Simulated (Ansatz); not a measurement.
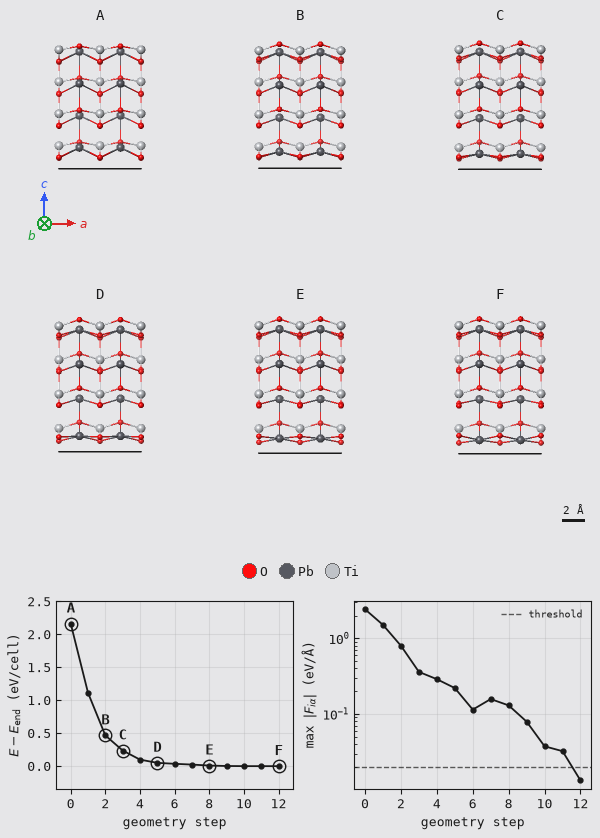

Frames of a relaxation of a slab of composition TiPbO₃ (cut from the P4mm phase), marked on the history of the run. Style: ball-and-stick. Shown: the 2 × 1 repeat of the cell, outlined in the plane, without the vacuum (origin shifted), along the b axis.

The slab is the (1 0 1) face of TiPbO3.

Computed with DFT PBE, scalar-relativistic, plane waves, PAW in Ansatz 0.2.0. Set-up: plane-wave cutoff 420 eV; k-point mesh 7 × 5 × 1; occupations gaussian; smearing width 0.05 eV; no spin polarisation; dipole correction; atoms relaxed in a fixed cell; force threshold 0.02 eV/Å; at most 60 steps.

Question: What happens along the run?

Answer: The energy falls by 2.165 eV per cell of the calculation in 12 geometry steps. Largest force component: 2.4 eV/Å at the start, 0.013 eV/Å at the end. The largest move relative to the layer's centre is that of a Pb atom, 1.40 Å at 26° to the normal (−c side). Largest moves by element: Pb 1.40 Å, O 0.92 Å, Ti 0.51 Å. The lattice vectors keep their values. Near-neighbour distances that change, for instance: O–Pb 2.484 → 2.984 Å, O–Pb 2.484 → 2.795 Å, O–Pb 2.870 → 2.585 Å, O–Pb 2.484 → 2.760 Å. Among the angles between lasting bonds that change: Pb–O–Pb 101.2° → 119.0°, Ti–O–Ti 149.1° → 135.0°, O–Ti–O 149.1° → 135.0°. The run took 13 min on 4 threads of Intel(R) Xeon(R) Processor @ 2.50GHz (Skylake/Cascade Lake), on a shared host, peak memory 1.9 GiB. From step 0 to 2: a Pb atom moves most (0.39 Å), energy −1.699 eV per cell of the calculation. From step 2 to 3: a Pb atom moves most (0.19 Å), energy −0.228 eV per cell of the calculation. From step 3 to 5: an O atom moves most (0.38 Å), energy −0.187 eV per cell of the calculation. From step 5 to 8: a Pb atom moves most (0.40 Å), energy −41.2 meV per cell of the calculation. From step 8 to 12: a Pb atom moves most (0.20 Å), energy −9.1 meV per cell of the calculation.
